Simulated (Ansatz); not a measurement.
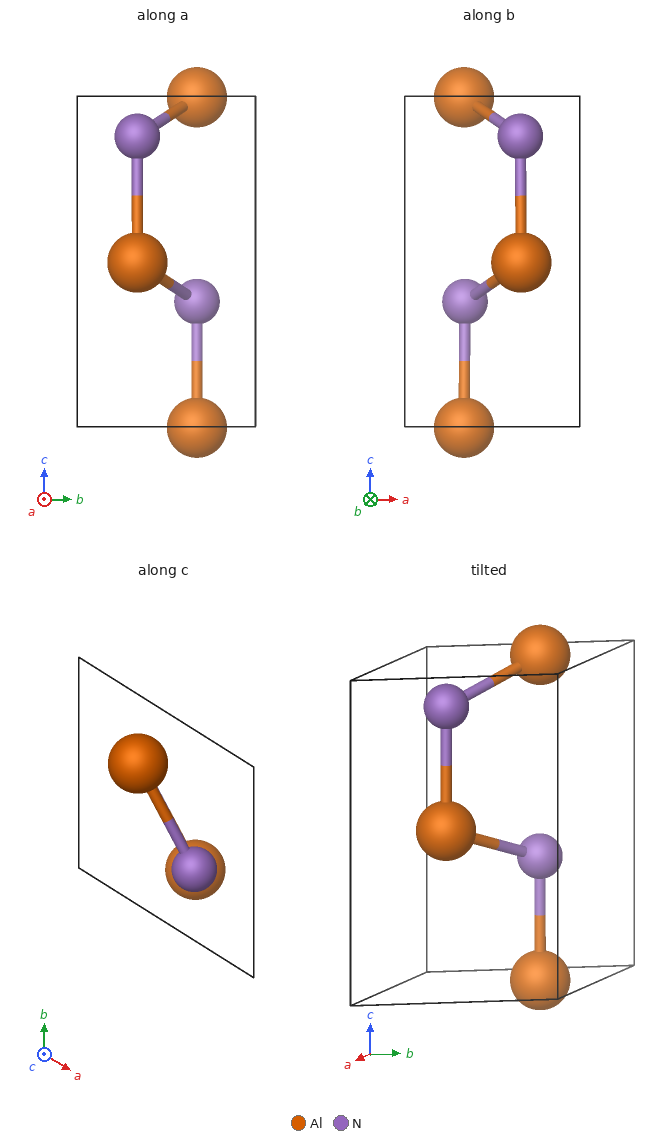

Ball-and-stick drawing of the structure, looking along the a axis, along the b axis, along the c axis and slightly off an axis. The parallelepiped is the unit cell.

Lattice parameters: a = 3.1077 Å, b = 3.1742 Å, c = 4.9786 Å, α = 90.000°, β = 90.000°, γ = 122.133°.

Record the structure as a CIF in P1 with every atom of the cell, with free fractional coordinates to two decimals.

Answer.
```cif
data_structure
_symmetry_space_group_name_H-M 'P 1'
_symmetry_Int_Tables_number 1
_cell_length_a 3.1077
_cell_length_b 3.1742
_cell_length_c 4.9786
_cell_angle_alpha 90.000
_cell_angle_beta 90.000
_cell_angle_gamma 122.133
_cell_volume 41.59
loop_
_atom_site_label
_atom_site_type_symbol
_atom_site_fract_x
_atom_site_fract_y
_atom_site_fract_z
_atom_site_occupancy
Al1 Al 0.34 0.67 0.00 1
Al2 Al 0.67 0.34 0.50 1
N1 N 0.34 0.67 0.38 1
N2 N 0.66 0.34 0.88 1
```

The structure comes from a structure type filled with these elements by a generator (whether the compound takes this form wasn't checked). The cell was then strained or its atoms displaced on purpose. Ansatz was used for an electronic-structure calculation on it.

At this level of theory the cell isn't at rest (compressed, at 5 GPa), so its distances can differ from those at equilibrium, the more so the softer the solid.
